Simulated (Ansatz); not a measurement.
# How a generalised stacking fault on (111) (shuffle set) of a GaAs-GaSb solid solution changes with slip in units of 1/2[1-10]

How does the energy change as one half of the crystal slips over the other?

Computed with Ansatz 0.2.0: Kohn-Sham DFT, PBE, PAW (set soft_2). Every run is a single point, with the atoms held where the recipe put them (cutoff of the plane-wave runs 420 eV, fermi-dirac smearing of 0.05 eV).

First member: zinc-blende GaAs lattice (a = 5.8453 Å, the value set for the mixture), cell with z along [111], 2 x 1 x 2 periods; the third cell vector is tilted by 0.000 of 1/2[1-10] and lengthened by 0 Å, so the stacking has no slip (shuffle set); displaced by a Gaussian of 0.01 Å; 10 of 24 As sites given to Sb at random (lattice constant by Vegard's rule between GaAs and GaSb).

Last member: zinc-blende GaAs lattice (a = 5.8453 Å, the value set for the mixture), cell with z along [111], 2 x 1 x 2 periods; the third cell vector is tilted by 0.917 of 1/2[1-10] and lengthened by 0 Å, so the cell holds one fault (shuffle set); displaced by a Gaussian of 0.01 Å; 10 of 24 As sites given to Sb at random (lattice constant by Vegard's rule between GaAs and GaSb).

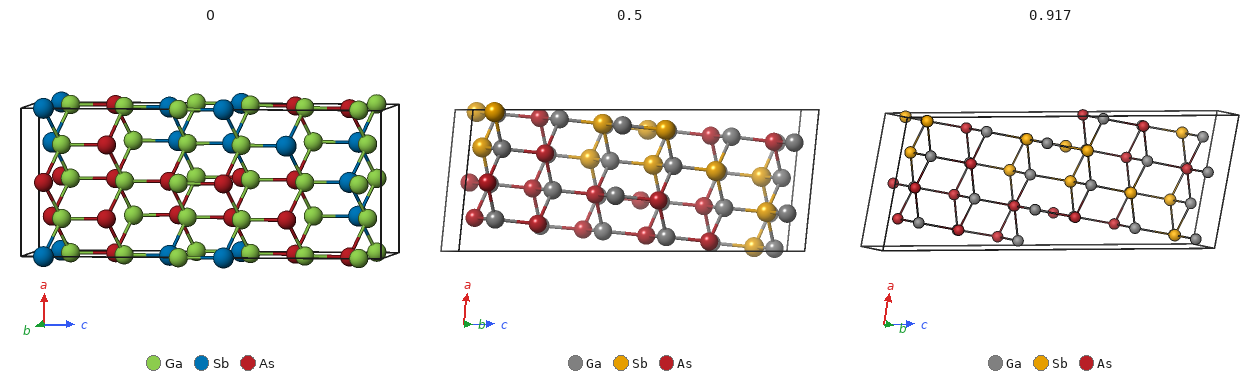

Three members of the series, labelled by slip in units of 1/2[1-10]. Some periodic images of atoms are drawn too.

The members:

```tsv
slip in units of 1/2[1-10]	reduced formula	atoms	valence electrons	k-mesh	basis	density (g/cm³)
0	Ga12Sb5As7	48	672	2×2×1	plane waves	5.46
0.0833	Ga12Sb5As7	48	672	2×2×1	plane waves	5.46
0.1667	Ga12Sb5As7	48	672	2×2×1	plane waves	5.46
0.25	Ga12Sb5As7	48	672	2×2×1	plane waves	5.46
0.3333	Ga12Sb5As7	48	672	2×2×1	plane waves	5.46
0.4167	Ga12Sb5As7	48	672	2×2×1	plane waves	5.46
0.5	Ga12Sb5As7	48	672	2×2×1	plane waves	5.46
0.5833	Ga12Sb5As7	48	672	2×2×1	plane waves	5.46
0.6667	Ga12Sb5As7	48	672	2×2×1	plane waves	5.46
0.75	Ga12Sb5As7	48	672	2×2×1	plane waves	5.46
0.8333	Ga12Sb5As7	48	672	2×2×1	plane waves	5.46
0.9167	Ga12Sb5As7	48	672	2×2×1	plane waves	5.46
```

The input of the first member, without its atom lines; other members have their own cell and atoms, and may differ in mesh, basis and outputs:

```yaml
crystal:
  lattice:
    - [8.2665, 0.0, 0.0]
    - [0.0, 7.159, 0.0]
    - [0.0, 0.0, 20.24871]
  atoms:
    [... 48 lines ...]
kpoints:
  mp_grid: { grid: [2, 2, 1] }
hamiltonian:
  xc: pbe
scf:
  occupations: { method: fermi_dirac, width: 0.05 }
output:
  forces: true
  stress: true
  populations: true
  dos:
    method: { smearing: { sigma: 0.1 } }
    de: 0.1
    projected: { site_lists: { As: [As], Ga: [Ga], Sb: [Sb] } }
  eigenvalues: true
  write_density: true
  write_potential: true
  volumetric_format: npy
```

Results; charges are mean Löwdin charges in e:

```tsv
slip in units of 1/2[1-10]	energy less the first member's, over the cell's cross-section (mJ/m²)	pressure (GPa)	r.m.s. force (eV/Å)	q(Ga)	q(Sb)	q(As)
0	0.0	3.61	0.501	-0.10	+0.39	-0.03
0.0833	32.2	3.60	0.502	-0.10	+0.39	-0.03
0.1667	140.7	3.55	0.519	-0.10	+0.39	-0.03
0.25	341.9	3.51	0.548	-0.10	+0.39	-0.03
0.3333	616.9	3.48	0.567	-0.10	+0.39	-0.03
0.4167	873.8	3.47	0.554	-0.10	+0.39	-0.03
0.5	977.3	3.49	0.541	-0.10	+0.39	-0.03
0.5833	859.1	3.44	0.558	-0.10	+0.39	-0.03
0.6667	590.4	3.51	0.574	-0.10	+0.39	-0.03
0.75	308.7	3.51	0.551	-0.10	+0.39	-0.03
0.8333	104.1	3.55	0.516	-0.10	+0.39	-0.03
0.9167	-6.5	3.60	0.496	-0.10	+0.39	-0.03
```

The projection misses up to 0.022 e an atom, so the charges add up to more than the cell's charge. Löwdin charges hang on the projection basis and can even invert the polarity of covalent bonds.

Bonds in each cell, which the recipe sets and DFT didn't move; cutoffs follow each cell's own g(r) within set bounds (mean length in Å, and neighbours of the second kind about the first):

```tsv
slip in units of 1/2[1-10]	As-Ga length	As-Ga count	Ga-Sb length	Ga-Sb count
0	2.530	4.00	2.533	1.67
0.0833	2.531	4.00	2.534	1.67
0.1667	2.533	4.00	2.537	1.67
0.25	2.537	4.00	2.543	1.67
0.3333	2.530	3.86	2.550	1.67
0.4167	2.530	3.86	2.546	1.62
0.5	2.530	3.86	2.533	1.58
0.5833	2.530	3.86	2.546	1.62
0.6667	2.530	3.86	2.551	1.67
0.75	2.537	4.00	2.543	1.67
0.8333	2.533	4.00	2.538	1.67
0.9167	2.531	4.00	2.534	1.67
```

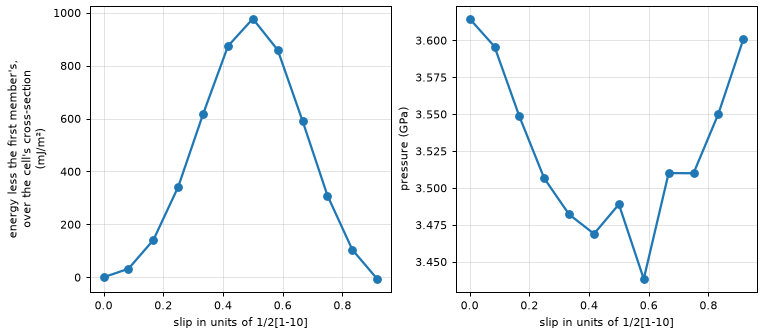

Results against slip in units of 1/2[1-10].

Cost on 8 threads of Arm Neoverse V1, shared host:

```tsv
slip in units of 1/2[1-10]	atoms	basis	k-mesh	SCF cycles	time	host memory (GiB)
0	48	plane waves	2×2×1	8	67 s	8.0
0.0833	48	plane waves	2×2×1	8	65 s	8.0
0.1667	48	plane waves	2×2×1	8	65 s	8.0
0.25	48	plane waves	2×2×1	8	67 s	8.0
0.3333	48	plane waves	2×2×1	8	65 s	8.0
0.4167	48	plane waves	2×2×1	9	66 s	8
0.5	48	plane waves	2×2×1	9	66 s	8.0
0.5833	48	plane waves	2×2×1	8	64 s	8.0
0.6667	48	plane waves	2×2×1	8	63 s	8.0
0.75	48	plane waves	2×2×1	8	64 s	8.0
0.8333	48	plane waves	2×2×1	8	64 s	8.0
0.9167	48	plane waves	2×2×1	8	64 s	8.0
```

Times include the outputs that each run asked for, on hosts shared with other jobs.

What the series shows: The highest energy among the slips run is 977 mJ/m², at 0.5; the atoms aren't relaxed by DFT, and random displacements add noise; the random arrangement of atoms on sites adds some scatter. The pressure lies between 3.4 and 3.6 GPa, with no steady trend; the cells follow a linear rule for the lattice rather than this functional's own volume.

**Limits.** No spin–orbit coupling is included, so levels derived from the heavy atoms are approximate. Some meshes are too coarse along the periodic directions to show band edges or a metallic band. The random displacements of the recipe add to the forces of every member.

[Logs are printed without paths, hosts, clocks, repeated set-up lines and the standing remarks that a program may print on its own settings, such as how far it seeks lower states.]

[Hosts, paths, dates, database ids (printed as entryN), source tags and the programs' standing remarks are cut or masked in the printed files.]
